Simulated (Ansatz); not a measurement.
**Al₃GaN₄: single-point calculation**

- system: Al₃GaN₄ (Pm, 8 atoms in the cell)
- method: DFT PBEsol, scalar-relativistic, plane waves, PAW, no spin polarisation (Ansatz 0.2.0)

The structure derives from a Materials Project entry. It belongs to a series of runs on one base structure; here: mode 10 (414.8 1/cm) frozen in, largest displacement +0.120 A. Figures and captions count atoms from 1; the log counts them from 0 in places.

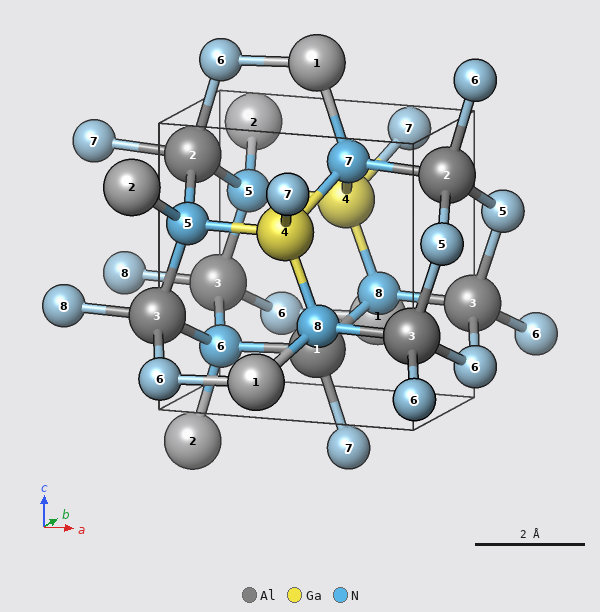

The structure (ball-and-stick view of the cell of the calculation, seen slightly off an axis; neighbours outside the cell are drawn fainter; atoms are numbered from 1 in the order of the input). An atom can appear more than once, as a periodic image.

### Results in brief

| quantity | value |
| --- | --- |
| outcome | converged |
| space group (tolerance 0.01 Å) | Pm (6) |
| electrons treated | 42 |
| free energy | −6840.3716 eV |
| Fermi energy | 9.636 eV |
| gap on the k-point mesh | 2.98 eV |
| pressure | 0.64 GPa |
| largest force (length of the vector) | 2.952 eV/Å |
| hardware | 2 threads of AMD EPYC (Zen 5), 32 GiB of memory available, shared host |
| wall time | 3.3 s (CPU time 6.4 s) |
| peak memory | 0.48 GiB |

### Input file
```yaml
crystal:
  lattice:
    - [5.0434079713, 0.0, 0.0001149907]
    - [0.0, 3.1300738974, 0.0]
    - [-0.0032362569, 0.0, 5.4179919474]
  atoms:
    - { symbol: Al, position: [0.5010948904, 0.5, 0.1894638162] }
    - { symbol: Al, position: [0.0128915476, 0.5, 0.8342452457] }
    - { symbol: Al, position: [-0.0066306707, 0.0, 0.3276913771] }
    - { symbol: Ga, position: [0.4961819929, 0.0, 0.6549204732] }
    - { symbol: "N", position: [0.1128360994, 0.0, 0.6581216686] }
    - { symbol: "N", position: [0.1237522269, 0.5, 0.1734846308] }
    - { symbol: "N", position: [0.6256891152, 0.5, 0.8543927842] }
    - { symbol: "N", position: [0.6259307352, 0.0, 0.3362740924] }
basis:
  ecutwfc: 420
kpoints:
  mp_grid: { grid: [6, 8, 4] }
hamiltonian:
  xc: pbesol
scf:
  occupations: { method: gaussian, width: 0.05 }
output:
  forces: true
  stress: true
  eigenvalues: true
  write_density: true
  write_potential: true
  elf: true
  volumetric_format: npy
```

Run as:
```bash
ansatz run input.yaml --threads 2 --pin off --max-ram 5120MiB --backend cpu --events-out ev --progress --plain --runs-dir out
```

### What the program printed
```
Engine: ansatz 0.2.0, x86_64-unknown-linux-gnu
Pseudopotentials: kind: paw
Pseudopotential: Al, paw, valence charge 3, recommended cutoff 420 eV (normal), Al.paw.azcp
Pseudopotential: Ga, paw, valence charge 13, recommended cutoff 420 eV (normal), Ga.paw.azcp
Pseudopotential: N, paw, valence charge 5, recommended cutoff 420 eV (normal), N.paw.azcp
Functional definition: PBEsol
  exchange = pbesol_x
  correlation = pbesol_c
Crystal: 8 atoms, lattice volume = 85.530 Å³
Basis set: ecut = 420 eV, 1681 PW (Γ), exchange–correlation on 72×48×80 points (8 copies of the dense FFT grid, shifted against one another)
Bands: 29, of which v1, the nominal top of the filled ones, is band 21 counted from 1 (20 counted from 0)
Symmetry: 2 space group operations
Space group: Pm (ITA 6), of the structure as read, at distance tolerance 4.4e-5 Å
k-points: 70 of 192 (time reversal used)
Non-local potential: Al, projectors of the file, l = 0: 2, l = 1: 2, l = 2: 1
Non-local potential: Ga, projectors of the file, l = 0: 2, l = 1: 2, l = 2: 3, l = 3: 1
Non-local potential: N, projectors of the file, l = 0: 2, l = 1: 2, l = 2: 1
PAW form: soft (Blöchl's): semilocal exchange-correlation on the pseudo side does not see the compensation charge
PAW frozen core: Al, regenerated for the run's functional, and the local potential with it (the file was generated under x = pbe(κ = 0.804, μ = 0.2195149727645171), c = pbe(β = 0.06672455060314922))
PAW frozen core: Ga, regenerated for the run's functional, and the local potential with it (the file was generated under x = pbe(κ = 0.804, μ = 0.2195149727645171), c = pbe(β = 0.06672455060314922))
PAW frozen core: N, regenerated for the run's functional, and the local potential with it (the file was generated under x = pbe(κ = 0.804, μ = 0.2195149727645171), c = pbe(β = 0.06672455060314922))
PAW one-centre angular grid: Al, 110 points (default); XC on 64 Gauss nodes
PAW one-centre angular grid: Ga, 590 points (default); XC on 64 Gauss nodes
PAW one-centre angular grid: N, 110 points (default); XC on 64 Gauss nodes
Initial density: superposition of atomic densities (neutral atoms: chi_scale 0, normalization atom), corrected by the library's trained network
Initial wavefunctions: pseudopotential atomic-orbital guess
Functional: x = pbesol(κ = 0.804, μ = 0.12345679012345678), c = pbesol(β = 0.046)
SCF iter   1: F=—  HF=-6840.403582 eV  |F-HF|=—  |Δ(HF+E_count)|=         —  Δρ=1.11e-2  dr2=1.10e-1  ethr=1.77e-3  ⟨swp⟩=6.4  Hψ=10074  notcnv=0  defer=15
preconditioner: auto → Resta (q_TF=auto, 2.423 Å⁻¹)  ε∞=4.2  [insulator: Δε(μ)=2.942 eV  Ē_g=14.529 eV  σ=0.050 eV  W_gap=1.00  n_scr=20 (ndim 8)  ℏωp=26.0 eV  f_vac=0.000  D(μ)=0.00/eV (n_scr^D=0)  ε∞_Penn≈4.2]
SCF iter   2: F=—  HF=-6840.372164 eV  |F-HF|=—  |Δ(HF+E_count)|=   3.14e-2  Δρ=1.75e-3  dr2=2.72e-3  ethr=2.62e-4  ⟨swp⟩=2.4  Hψ=3773  notcnv=0  defer=219
SCF iter   3: F=—  HF=-6840.371773 eV  |F-HF|=—  |Δ(HF+E_count)|=   3.91e-4  Δρ=9.27e-4  dr2=7.31e-4  ethr=6.46e-6  ⟨swp⟩=2.0  Hψ=2814  notcnv=0  defer=219
SCF iter   4: F=—  HF=-6840.371669 eV  |F-HF|=—  |Δ(HF+E_count)|=   1.04e-4  Δρ=3.27e-4  dr2=1.02e-4  ethr=1.74e-6  ⟨swp⟩=2.4  Hψ=2998  notcnv=0  defer=219
SCF iter   5: F=—  HF=-6840.371625 eV  |F-HF|=—  |Δ(HF+E_count)|=   4.46e-5  Δρ=9.77e-5  dr2=8.09e-6  ethr=2.43e-7  ⟨swp⟩=2.0  Hψ=3271  notcnv=0  defer=219
SCF iter   6: F=—  HF=-6840.371595 eV  |F-HF|=—  |Δ(HF+E_count)|=   3.00e-5  Δρ=3.90e-5  dr2=1.36e-6  ethr=1.93e-8  ⟨swp⟩=2.0  Hψ=3252  notcnv=0  defer=219
SCF iter   7: F=-6840.371594 eV  HF=-6840.371594 eV  |F-HF|=1.91e-8  |Δ(HF+E_count)|=   3.90e-7  Δρ=9.02e-6  dr2=7.19e-8  ethr=2.38e-10  ⟨swp⟩=11.3  Hψ=14296  notcnv=0
SCF 1 converged in 7 iterations: F = -6840.371594 eV  dr2 = 7.19e-8
  greatest PAW one-centre occupation: 0.995 electrons in one spin orbital (limit 2), on the Ga atom at site 3 (counted from 0), in its partial waves of l = 2
SCF converged after 7 iterations
Free energy (F): -6840.371594 eV
Harris-Foulkes:  -6840.371594 eV  (|F-HF|=1.91e-8)
Internal energy: -6840.371594 eV  (E = F + TS)
E sigma→0 (E₀):  -6840.371594 eV
Fermi energy:    9.635952 eV
--- Per-component energies (eV) ---
  E_band       = 22.973204
  E_kinetic    = 722.920840
  E_local      = -3165.271397  (includes V_loc(G=0)·N_el)
  E_nonlocal   = 642.478125
  E_hartree    = 1392.941466
  E_xc         = -429.807900
  E_vxc        = -456.317989  (∫ρ·V_xc dr)
  E_paw        = -3809.023177  (= ΣΔE_a)
  E_vpaw       = -506.710036  (= ΣTr[D̂ρ^β])
  E_aug_tail   = 0.000251  (compensation charges beyond the density's cutoff)
  E_ewald      = -2195.642592
  E_core_change = 1.032790  (= ΣΔE_core)
  E_smearing   = -0.000000  (= −TS)
  E_closure    = 0.000000  (closes the sum)
  Σ components = -6840.371594   (vs F -6840.371594, Δ=0.00e0)
--- Forces (eV/Å), atoms counted from 1 ---
  atom   1  Al    -0.16654300    -0.00000000    -1.96356798
  atom   2  Al    -0.88177821     0.00000000     0.08860104
  atom   3  Al     0.77247105     0.00000000     0.29086469
  atom   4  Ga     0.47230456     0.00000000     2.91393048
  atom   5  N     -0.09161895     0.00000000     0.40348058
  atom   6  N     -0.05379125    -0.00000000    -0.29220632
  atom   7  N     -0.00238102    -0.00000000    -0.68180141
  atom   8  N     -0.04865598    -0.00000000    -0.75932777
  max |Σ_I F_I| component: 2.67e-5 eV/Å
--- Stress (GPa, compression-positive) ---
        0.934971      -0.000000      -1.690457
       -0.000000      -0.816511       0.000000
       -1.690465       0.000000       1.798378
  P = ⅓ Tr σ = 0.6389 GPa (6.389 kbar)
--- Band table (eV; the first three rows and the last of 70) ---
  k-point 0: bands = ["-7.7941", "-6.5186", "-5.9265", "-5.3982", "-5.0934", "-5.0548", "-4.9958", "-4.3459", "-3.9166", "1.2176", "2.0671", "3.1794", "4.2075", "5.2602", "5.5655", "6.5106", "6.7311", "6.8972", "7.6422", "7.6926", "8.1447", "11.1272", "13.1339", "13.5248", "13.7726", "15.2228", "17.4021", "17.9099", "17.9343"]
  k-point 1: bands = ["-7.6429", "-6.5725", "-5.9524", "-5.6011", "-5.0938", "-5.0581", "-4.9958", "-4.4087", "-3.8694", "1.4747", "2.5559", "3.3601", "3.7942", "5.3784", "5.8647", "6.2573", "6.4617", "6.7139", "6.8014", "7.6210", "8.0936", "11.9900", "13.3801", "14.0694", "14.3368", "15.2066", "17.0147", "17.3718", "17.9411"]
  k-point 2: bands = ["-7.4176", "-6.7240", "-6.0122", "-5.7365", "-5.0941", "-5.0626", "-4.9958", "-4.4067", "-3.8951", "1.9338", "2.5671", "3.7596", "4.3043", "4.9372", "5.4012", "5.5423", "6.3069", "6.7734", "6.7946", "7.4842", "8.0364", "13.0754", "13.3724", "14.5967", "14.9522", "15.5954", "16.0875", "16.7635", "17.5519"]
  k-point 69: bands = ["-6.5655", "-5.9386", "-5.9097", "-5.2606", "-5.1007", "-5.0103", "-4.5129", "-4.3771", "-3.6285", "1.6245", "1.6396", "1.8874", "2.1886", "5.6140", "5.9525", "5.9643", "6.0906", "6.1503", "6.4132", "6.5353", "6.6421", "12.2603", "12.3240", "12.8188", "13.2660", "15.4242", "16.3718", "16.6075", "16.9960"]
```

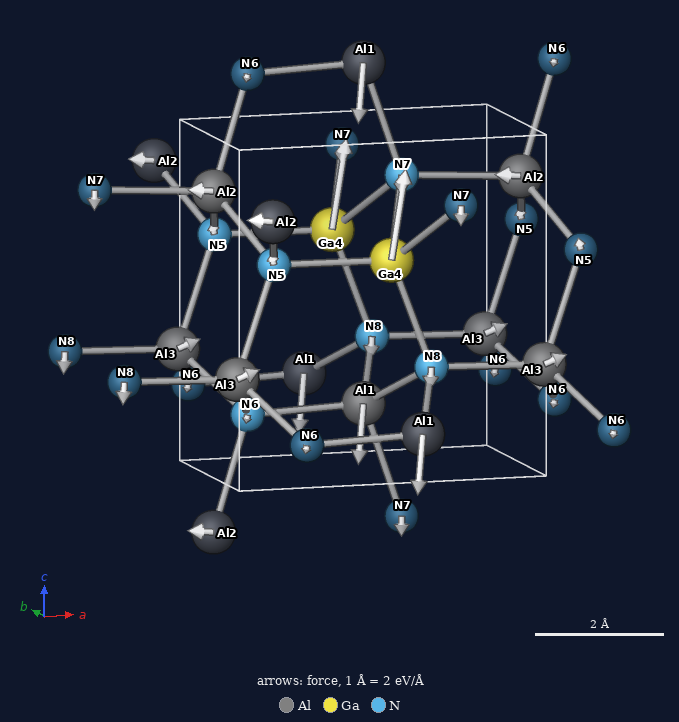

Forces on the atoms as white arrows (ball-and-stick view of the cell of the calculation, seen slightly off an axis; neighbours outside the cell are drawn fainter; atoms are numbered from 1 in the order of the input). The largest act on Ga4 (2.95 eV/Å); Al1 (1.97 eV/Å); Al2 (0.89 eV/Å). The geometry is not a stationary point of this energy.

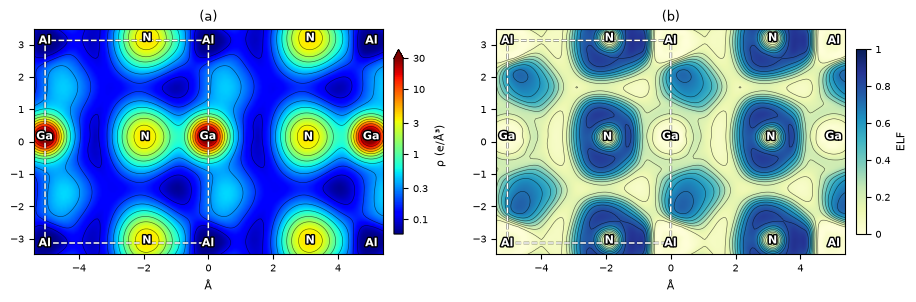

(a) valence charge density (pseudo); (b) electron localisation function on the (011) plane of the conventional cell. The section cuts through Al, Ga and N sites. Al–N (1.90 Å): the density is about 0.67 e/Å³ at the midpoint; the ELF is about 0.85 at the midpoint. Ga–N (1.93 Å): ρ is about 0.79 e/Å³ halfway; the ELF is about 0.45 at the midpoint. Away from the nuclei the density in this plane falls to 0.07 e/Å³ at its lowest. The fields are those of the smooth PAW valence density.

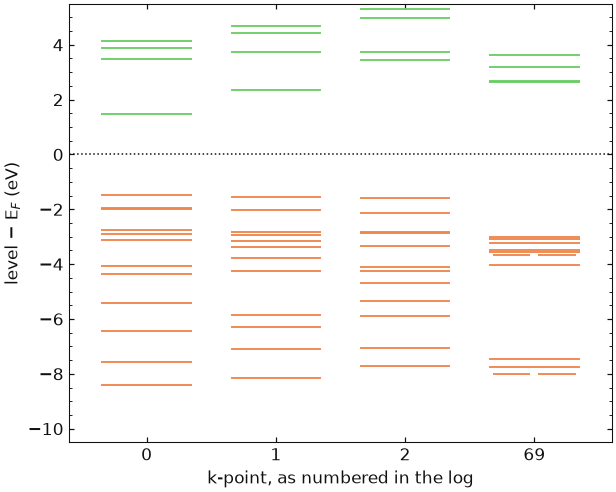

Kohn–Sham levels near the Fermi level (dotted) at the few k-points that the log prints; levels within 0.02 eV of each other stand side by side. Among these points the highest filled and lowest empty levels are 2.98 eV apart, which is the gap on the mesh.
